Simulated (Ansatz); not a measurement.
## Electronic structure of GaN (slab) in real space

```xyz
20
Lattice="3.1518 0.0000 0.0000 0.0000 5.1384 0.0000 0.0000 0.0000 26.8280" Properties=species:S:1:pos:R:3 pbc="T T T"
Ga    0.0000    5.0021    7.7694
N     0.0000    3.2237    7.5338
Ga    1.5759    2.6044    8.3178
N     1.5759    0.6777    8.3945
Ga    1.5759    5.1343   10.2727
N     1.5759    3.2125   10.2293
Ga    0.0000    2.5942   11.1229
N     0.0000    0.6541   11.1395
Ga    0.0000    0.0128   12.9700
N     0.0000    3.2187   12.9604
Ga    1.5759    2.5821   13.8580
N     1.5759    0.6494   13.8677
Ga    1.5759    0.0250   15.7051
N     1.5759    3.2233   15.6885
Ga    0.0000    2.5650   16.5553
N     0.0000    0.6433   16.5988
Ga    0.0000    0.0351   18.5103
N     0.0000    3.2469   18.4335
Ga    1.5759    2.4329   19.0586
N     1.5759    0.6545   19.2942
```

The calculation used DFT LDA, scalar-relativistic, plane waves, PAW (Ansatz 0.2.0).

The density is the valence pseudo-density of a PAW calculation; it isn't the true density close to the nuclei.

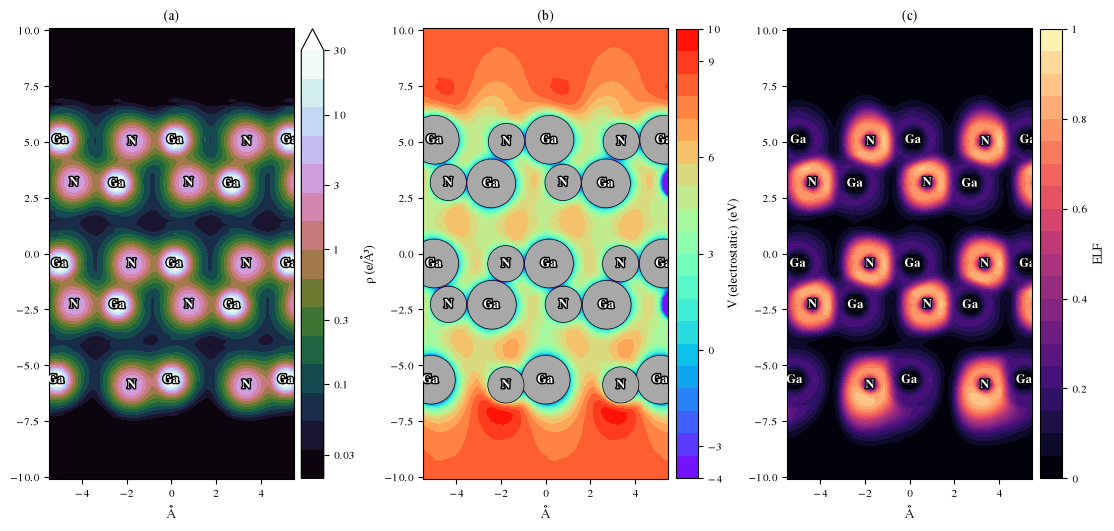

Figure 1. (a) valence electron density; (b) electrostatic potential (local pseudopotential plus Hartree) felt by an electron; (c) ELF on the (100) plane of the calculation cell, a cut from vacuum to vacuum. Grey discs cover the atomic cores in the potential map.

Q: Describe what can be read from this map.

A: The plane passes through Ga and N nuclei. Ga–N (1.79 Å): ρ is about 1 e/Å³ halfway; the ELF peaks at about 0.80 in the valence shell of N, 0.6 Å from its nucleus, and is about 0.55 at the midpoint. Ga–N (1.94 Å): ρ at the midpoint is about 0.76 e/Å³; the ELF peaks at about 0.85 in the valence shell of N, 0.6 Å from its nucleus, and is about 0.50 at the midpoint. Ga–N (2.00 Å): the density is about 0.68 e/Å³ at the midpoint; the ELF peaks at about 0.85 in the valence shell of N, 0.7 Å from its nucleus, and is about 0.45 at the midpoint. The density dies away to nearly zero in the vacuum. The ELF also peaks beside N, away from the bonds: lone-pair regions.

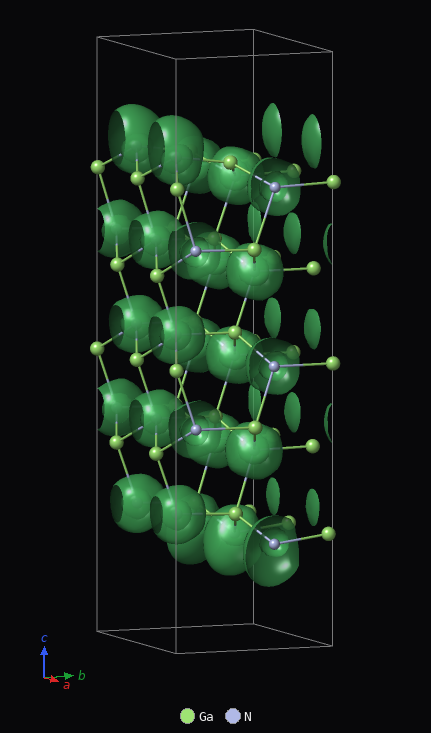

Figure 2. Isosurface of the ELF at 0.7 (green), seen slightly off an axis. Core shells and regions of very low density are left out. Sticks mark near contacts.

Q: Where are the electrons localised?

A: The ELF exceeds this value in ten regions wrapped around N (the valence shell of each), counted in one cell of 20 atoms. Counts are for one cell; the picture repeats the cell along the surface. Along the contacts the grid gives the following. Ga–N (1.87 Å): the ELF peaks at about 0.85 in the valence shell of N, 0.6 Å from its nucleus, and is about 0.50 at the midpoint.

Q: Does the calculation make it a metal, or give it a gap?

A: It is gapped, with a Kohn–Sham gap of 1.8 eV on the k-point mesh, an upper bound to the gap of this method.
